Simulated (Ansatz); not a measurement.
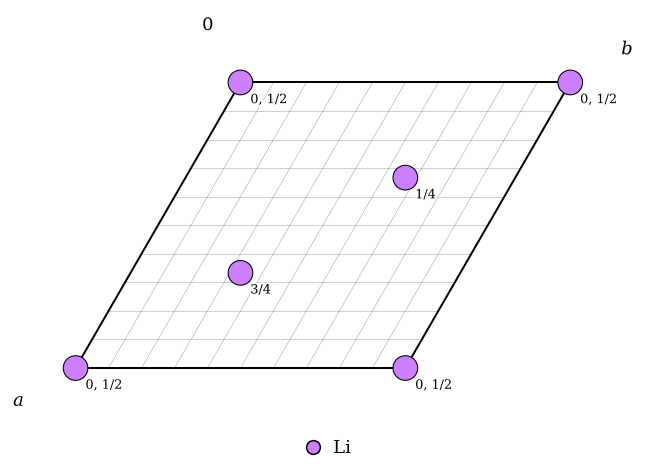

Plan of a unit cell projected along c (a down the page, b across); the numbers are heights as fractions of c, and atoms on the cell's edges are repeated. The grid marks tenths of a and b. Source: the end point of a relaxation with DFT, PBEsol, plane waves (420 eV) with PAW, scalar-relativistic in Ansatz 0.2.0; the starting structure was generated, so it need not be a known form of this composition. The drawing is computed from the coordinates (standard cell, symmetry found to 0.002 Å).

a = 3.058 Å, b = 3.058 Å, c = 9.965 Å, α = 90.00°, β = 90.00°, γ = 120.00°.

What does the cell contain?

Answer. 4 Li: Li, Z = 4.

Which space group?

Answer. No. 194, P6_3/mmc, primitive hexagonal.

Give the independent sites, coordinates to two places.

Answer.
| atom | site | symmetry | x | y | z |
| --- | --- | --- | --- | --- | --- |
| Li | 2a | -3m. | 0.00 | 0.00 | 0.00 |
| Li | 2c | -6m2 | 0.33 | 0.67 | 0.25 |
